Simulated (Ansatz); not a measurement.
Ti

The calculation's input:

```
crystal:
  lattice:
    - [-3.282, 0.0, 0.0]
    - [0.0, -3.282, 0.0]
    - [0.0, 0.0, 9.846]
  atoms:
    - { symbol: Ti, position: [0.5, 0.5, 0.1666666667] }
    - { symbol: Ti, position: [0.0, 0.0, 0.0] }
    - { symbol: Ti, position: [0.5, 0.5, 0.5] }
    - { symbol: Ti, position: [0.0, 0.0, 0.3333333333] }
    - { symbol: Ti, position: [0.5, 0.5, 0.8333333333] }
    - { symbol: Ti, position: [0.0, 0.0, 0.6666666667] }
basis:
  ecutwfc: 500
kpoints:
  mp_grid: { grid: [14, 14, 5] }
hamiltonian:
  xc: r2scan
scf:
  occupations: { method: gaussian, width: 0.15 }
output:
  forces: true
  stress: true
  eigenvalues: true
  write_density: true
  write_potential: true
  elf: true
  volumetric_format: npy
```

Command:

```sh
ansatz run input.yaml --threads 2 --pin off --max-ram 5120MiB --backend cpu --events-out ev --progress --plain --runs-dir out
```

Space group Im-3m; computed pressure about −3 GPa in this cell; computed without spin polarisation.

Theory: DFT r2SCAN, scalar-relativistic, plane waves, PAW (Ansatz 0.2.0).

**Predict the valence pseudo-density and electron localisation function between the atoms.**

Ti–Ti (2.84 Å): ρ at the midpoint is about 0.18 e/Å³; the ELF is about 0.15 at the midpoint: no shared electron pair shows on this line.

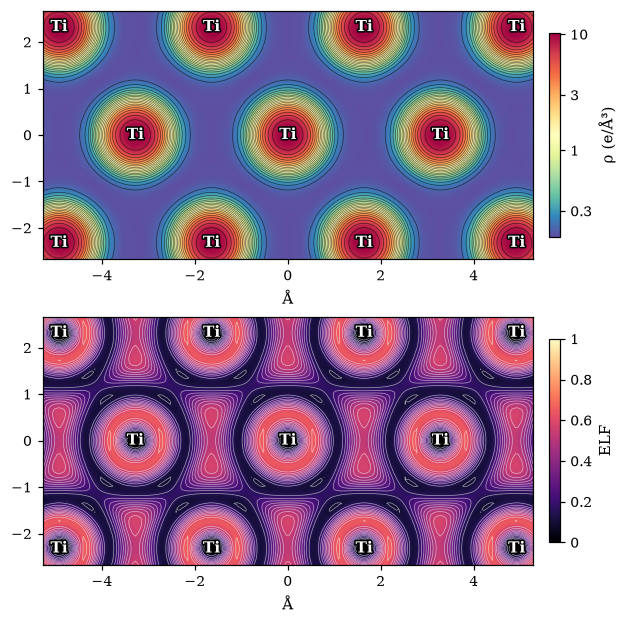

Computed valence pseudo-density and electron localisation function on the (11̄0) plane of the calculation cell, in this order. 

Core electrons are frozen (PAW), and the valence fields are smoothed inside the atomic spheres.
